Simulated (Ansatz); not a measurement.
**What a change does: single-point calculation on PbS**

System: PbS (P6₃mc, 4 atoms in the cell).
Method of run A: independent-particle optics of r2SCAN bands, plane waves, PAW, no spin polarisation (Ansatz 0.2.0).

The structure was built on a prototype by a generator. The geometry comes from this level: r2SCAN. Text and figures count atoms from 1; the logs count them from 0 in places.

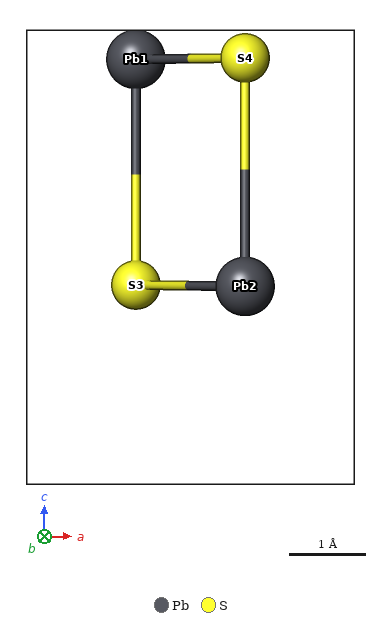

**Figure 1.** The input geometry (ball-and-stick view of the cell of the calculation, along the b axis; atoms are numbered from 1 in the order of the input). Near neighbours in the crystal (not all of them lie inside the picture): Pb has 5 S at 2.89 to 3.02 Å; S has 5 Pb at 2.89 to 3.02 Å.

### The input, run A
```yaml
crystal:
  lattice:
    - [4.9970300227, 0.0, 0.0]
    - [-2.4985150114, 4.3275549432, 0.0]
    - [0.0, 0.0, 5.9976969638]
  atoms:
    - { symbol: Pb, position: [0.3333333333, 0.6666666667, -0.0640822957] }
    - { symbol: Pb, position: [0.6666666667, 0.3333333333, 0.4359177043] }
    - { symbol: S, position: [0.3333333333, 0.6666666667, 0.4390822957] }
    - { symbol: S, position: [0.6666666667, 0.3333333333, 0.9390822957] }
kpoints:
  mp_grid: { grid: [6, 6, 4] }
hamiltonian:
  xc: r2scan
scf:
  occupations: { method: fixed }
output:
  optics: { e_range: [0, 13], de: 0.05, sigma: 0.1 }
```

Launched with:
```bash
ansatz run input.yaml --threads 4 --pin off --max-ram 3686MiB --backend cpu --events-out ev --progress --plain --runs-dir out
```

Hardware: 4 threads of AMD EPYC (Zen 5), 192 GiB of memory available, shared host.

### Output, shortened to warnings, some set-up lines, iterations and results (run A)
```
Basis set: ecut = 500 eV, 3303 PW (Γ), exchange–correlation on 160×160×180 points (64 copies of the dense FFT grid, shifted against one another)
Symmetry: 12 space group operations
k-points: 21 of 144 (time reversal used)
Initial density: superposition of atomic densities (neutral atoms: chi_scale 0, normalization atom), corrected by the library's trained network
[...]
SCF iter   1: F=—  HF=-25655.519012 eV  |F-HF|=—  |Δ(HF+E_count)|=         —  Δρ=5.49e-3  dr2=2.91e-2  dr2_τ=6.30e-3  ethr=1.77e-3  ⟨swp⟩=4.7  Hψ=2130  notcnv=0  defer=38
SCF iter   2: F=—  HF=-25655.529369 eV  |F-HF|=—  |Δ(HF+E_count)|=   1.04e-2  Δρ=2.49e-3  dr2=7.65e-3  dr2_τ=1.90e-4  ethr=7.27e-5  ⟨swp⟩=2.2  Hψ=1137  notcnv=0  defer=40
SCF iter   3: F=—  HF=-25655.528955 eV  |F-HF|=—  |Δ(HF+E_count)|=   4.13e-4  Δρ=6.72e-4  dr2=4.67e-4  dr2_τ=4.59e-5  ethr=1.91e-5  ⟨swp⟩=3.0  Hψ=968  notcnv=0  defer=40
SCF iter   4: F=—  HF=-25655.529058 eV  |F-HF|=—  |Δ(HF+E_count)|=   1.03e-4  Δρ=1.94e-4  dr2=7.94e-5  dr2_τ=6.65e-6  ethr=1.17e-6  ⟨swp⟩=2.3  Hψ=674  notcnv=0  defer=40
SCF iter   5: F=—  HF=-25655.529077 eV  |F-HF|=—  |Δ(HF+E_count)|=   1.97e-5  Δρ=4.53e-5  dr2=4.06e-6  dr2_τ=5.91e-8  ethr=1.99e-7  ⟨swp⟩=2.0  Hψ=672  notcnv=0  defer=13
SCF iter   6: F=—  HF=-25655.529130 eV  |F-HF|=—  |Δ(HF+E_count)|=   5.26e-5  Δρ=1.35e-5  dr2=2.45e-7  dr2_τ=5.85e-9  ethr=1.01e-8  ⟨swp⟩=2.0  Hψ=714  notcnv=0
SCF iter   7: F=—  HF=-25655.529130 eV  |F-HF|=—  |Δ(HF+E_count)|=   1.40e-7  Δρ=2.06e-6  dr2=8.63e-9  dr2_τ=3.46e-10  ethr=6.13e-10  ⟨swp⟩=2.5  Hψ=860  notcnv=0
SCF iter   8: F=—  HF=-25655.529130 eV  |F-HF|=—  |Δ(HF+E_count)|=   3.97e-9  Δρ=5.11e-7  dr2=3.75e-10  dr2_τ=1.67e-11  ethr=2.16e-11  ⟨swp⟩=2.3  Hψ=841  notcnv=0
SCF iter   9: F=—  HF=-25655.529130 eV  |F-HF|=—  |Δ(HF+E_count)|=  8.00e-11  Δρ=1.06e-7  dr2=2.25e-11  dr2_τ=1.16e-12  ethr=1.00e-12  ⟨swp⟩=2.0  Hψ=917  notcnv=0
SCF iter  10: F=-25655.529130 eV  HF=-25655.529130 eV  |F-HF|=1.46e-11  |Δ(HF+E_count)|=  1.46e-11  Δρ=2.62e-8  dr2=8.80e-13  dr2_τ=4.30e-14  ethr=1.00e-12  ⟨swp⟩=5.8  …
SCF 1 converged in 10 iterations: F = -25655.529130 eV  dr2 = 8.80e-13
Optics k sum: 0 of 21 k-points
Optics k sum: 2 of 21 k-points
Optics k sum: 3 of 21 k-points
Optics k sum: 4 of 21 k-points
Optics k sum: 5 of 21 k-points
Optics k sum: 6 of 21 k-points
Optics k sum: 7 of 21 k-points
Optics k sum: 8 of 21 k-points
Optics k sum: 9 of 21 k-points
Optics k sum: 10 of 21 k-points
Optics k sum: 11 of 21 k-points
Optics k sum: 12 of 21 k-points
Optics k sum: 13 of 21 k-points
Optics k sum: 14 of 21 k-points
Optics k sum: 15 of 21 k-points
Optics k sum: 16 of 21 k-points
Optics k sum: 17 of 21 k-points
Optics k sum: 18 of 21 k-points
Optics k sum: 19 of 21 k-points
Optics k sum: 20 of 21 k-points
Optics k sum: 21 of 21 k-points
Optics k sum: 0 of 21 k-points
Optics k sum: 2 of 21 k-points
Optics k sum: 3 of 21 k-points
Optics k sum: 4 of 21 k-points
Optics k sum: 5 of 21 k-points
Optics k sum: 6 of 21 k-points
Optics k sum: 7 of 21 k-points
Optics k sum: 8 of 21 k-points
Optics k sum: 9 of 21 k-points
Optics k sum: 10 of 21 k-points
Optics k sum: 11 of 21 k-points
Optics k sum: 12 of 21 k-points
Optics k sum: 13 of 21 k-points
Optics k sum: 14 of 21 k-points
Optics k sum: 15 of 21 k-points
Optics k sum: 16 of 21 k-points
Optics k sum: 17 of 21 k-points
Optics k sum: 18 of 21 k-points
Optics k sum: 19 of 21 k-points
Optics k sum: 20 of 21 k-points
Optics k sum: 21 of 21 k-points
SCF converged after 10 iterations
Free energy (F): -25655.529130 eV
Harris-Foulkes:  -25655.529130 eV  (|F-HF|=1.46e-11)
Internal energy: -25655.529130 eV  (E = F + TS)
E sigma→0 (E₀):  -25655.529130 eV
Fermi energy:    5.676669 eV
--- Per-component energies (eV) ---
  E_band       = -229.374658
  E_kinetic    = 784.228339
  E_local      = -3004.471007  (includes V_loc(G=0)·N_el)
  E_nonlocal   = 758.038315
  E_hartree    = 1184.365391
  E_xc         = -600.404417
  E_vxc        = -479.433691  (∫ρ·V_xc dr)
  E_paw        = -22080.403352  (= ΣΔE_a)
  E_vpaw       = -686.691151  (= ΣTr[D̂ρ^β])
  E_aug_tail   = 0.000039  (compensation charges beyond the density's cutoff)
  E_vtau       = 30.223756  (kinetic-family band-sum trace: ∫τ·v_τ [+ j·A + Jᵃ·Aᵃ] dr)
  E_ewald      = -2698.593910
  E_core_change = 1.711471  (= ΣΔE_core)
  E_smearing   = -0.000000  (= −TS)
  E_closure    = 0.000000  (closes the sum)
  Σ components = -25655.529130   (vs F -25655.529130, Δ=0.00e0)
```

The input of run B differs as follows (lines with − go, lines with + come):
```diff
-  xc: r2scan
+  xc: lda
```

Predict how the results change.

The total energies belong to different methods, so their difference says nothing on which is more stable or more accurate. The gap on the mesh goes from 1.72 to 1.28 eV. The functional changes from r2SCAN to LDA. The SCF takes 9 iterations against 10. The default cutoff goes from 500 to 420 eV with the change. The plane waves at Γ go from 3303 to 2523. On the same kind of shared host run B took about 0.5 times as long.

### Output, shortened to warnings, some set-up lines, iterations and results (run B)
```
Basis set: ecut = 420 eV, 2523 PW (Γ)
Symmetry: 12 space group operations
k-points: 21 of 144 (time reversal used)
Initial density: superposition of atomic densities (neutral atoms: chi_scale 0, normalization atom), corrected by the library's trained network
[...]
SCF iter   1: F=—  HF=-24945.279309 eV  |F-HF|=—  |Δ(HF+E_count)|=         —  Δρ=4.87e-3  dr2=3.94e-2  ethr=1.77e-3  ⟨swp⟩=4.9  Hψ=2045  notcnv=0  defer=39
SCF iter   2: F=—  HF=-24945.267133 eV  |F-HF|=—  |Δ(HF+E_count)|=   1.22e-2  Δρ=2.23e-3  dr2=4.27e-3  ethr=9.84e-5  ⟨swp⟩=2.0  Hψ=719  notcnv=0  defer=40
SCF iter   3: F=—  HF=-24945.265725 eV  |F-HF|=—  |Δ(HF+E_count)|=   1.41e-3  Δρ=5.79e-4  dr2=4.83e-4  ethr=1.07e-5  ⟨swp⟩=3.0  Hψ=966  notcnv=0  defer=40
SCF iter   4: F=—  HF=-24945.265595 eV  |F-HF|=—  |Δ(HF+E_count)|=   1.30e-4  Δρ=1.42e-4  dr2=2.62e-5  ethr=1.21e-6  ⟨swp⟩=2.0  Hψ=570  notcnv=0  defer=30
SCF iter   5: F=—  HF=-24945.265596 eV  |F-HF|=—  |Δ(HF+E_count)|=   1.10e-6  Δρ=1.83e-5  dr2=6.00e-7  ethr=6.55e-8  ⟨swp⟩=2.0  Hψ=672  notcnv=0  defer=3
SCF iter   6: F=—  HF=-24945.265596 eV  |F-HF|=—  |Δ(HF+E_count)|=   5.70e-7  Δρ=2.89e-6  dr2=3.52e-8  ethr=1.50e-9  ⟨swp⟩=2.4  Hψ=674  notcnv=0
SCF iter   7: F=—  HF=-24945.265596 eV  |F-HF|=—  |Δ(HF+E_count)|=   1.99e-8  Δρ=1.00e-6  dr2=1.49e-9  ethr=8.79e-11  ⟨swp⟩=2.2  Hψ=757  notcnv=0
SCF iter   8: F=—  HF=-24945.265596 eV  |F-HF|=—  |Δ(HF+E_count)|=  5.86e-10  Δρ=2.25e-7  dr2=6.78e-11  ethr=3.72e-12  ⟨swp⟩=2.0  Hψ=924  notcnv=0
SCF iter   9: F=-24945.265596 eV  HF=-24945.265596 eV  |F-HF|=7.28e-12  |Δ(HF+E_count)|=  1.46e-11  Δρ=5.27e-8  dr2=3.71e-12  ethr=1.00e-12  ⟨swp⟩=5.0  Hψ=2049  notcnv=0
SCF 1 converged in 9 iterations: F = -24945.265596 eV  dr2 = 3.71e-12
Optics k sum: 0 of 21 k-points
Optics k sum: 2 of 21 k-points
Optics k sum: 3 of 21 k-points
Optics k sum: 4 of 21 k-points
Optics k sum: 5 of 21 k-points
Optics k sum: 6 of 21 k-points
Optics k sum: 7 of 21 k-points
Optics k sum: 8 of 21 k-points
Optics k sum: 9 of 21 k-points
Optics k sum: 10 of 21 k-points
Optics k sum: 11 of 21 k-points
Optics k sum: 12 of 21 k-points
Optics k sum: 13 of 21 k-points
Optics k sum: 14 of 21 k-points
Optics k sum: 15 of 21 k-points
Optics k sum: 16 of 21 k-points
Optics k sum: 17 of 21 k-points
Optics k sum: 18 of 21 k-points
Optics k sum: 19 of 21 k-points
Optics k sum: 20 of 21 k-points
Optics k sum: 21 of 21 k-points
Optics k sum: 0 of 21 k-points
Optics k sum: 2 of 21 k-points
Optics k sum: 3 of 21 k-points
Optics k sum: 4 of 21 k-points
Optics k sum: 5 of 21 k-points
Optics k sum: 6 of 21 k-points
Optics k sum: 7 of 21 k-points
Optics k sum: 8 of 21 k-points
Optics k sum: 9 of 21 k-points
Optics k sum: 10 of 21 k-points
Optics k sum: 11 of 21 k-points
Optics k sum: 12 of 21 k-points
Optics k sum: 13 of 21 k-points
Optics k sum: 14 of 21 k-points
Optics k sum: 15 of 21 k-points
Optics k sum: 16 of 21 k-points
Optics k sum: 17 of 21 k-points
Optics k sum: 18 of 21 k-points
Optics k sum: 19 of 21 k-points
Optics k sum: 20 of 21 k-points
Optics k sum: 21 of 21 k-points
SCF converged after 9 iterations
Free energy (F): -24945.265596 eV
Harris-Foulkes:  -24945.265596 eV  (|F-HF|=7.28e-12)
Internal energy: -24945.265596 eV  (E = F + TS)
E sigma→0 (E₀):  -24945.265596 eV
Fermi energy:    5.493922 eV
--- Per-component energies (eV) ---
  E_band       = -217.316095
  E_kinetic    = 786.244637
  E_local      = -3011.063686  (includes V_loc(G=0)·N_el)
  E_nonlocal   = 767.080486
  E_hartree    = 1178.725322
  E_xc         = -630.041568
  E_vxc        = -441.196875  (∫ρ·V_xc dr)
  E_paw        = -21337.767939  (= ΣΔE_a)
  E_vpaw       = -675.831329  (= ΣTr[D̂ρ^β])
  E_aug_tail   = 0.000094  (compensation charges beyond the density's cutoff)
  E_ewald      = -2698.593910
  E_core_change = 0.150968  (= ΣΔE_core)
  E_smearing   = -0.000000  (= −TS)
  E_closure    = 0.000000  (closes the sum)
  Σ components = -24945.265596   (vs F -24945.265596, Δ=0.00e0)
```

### The two runs side by side

```csv
quantity,run A,run B
outcome,converged,converged
free energy per atom (eV),−6413.8823,−6236.3164
gap on the mesh (eV),1.72,1.28
SCF iterations,10,9
irreducible k-points,21,21
plane waves at Γ,3303,2523
wall time (shared host),25 s,12 s
```

For both runs: Spin–orbit coupling is left out, which matters for Pb.
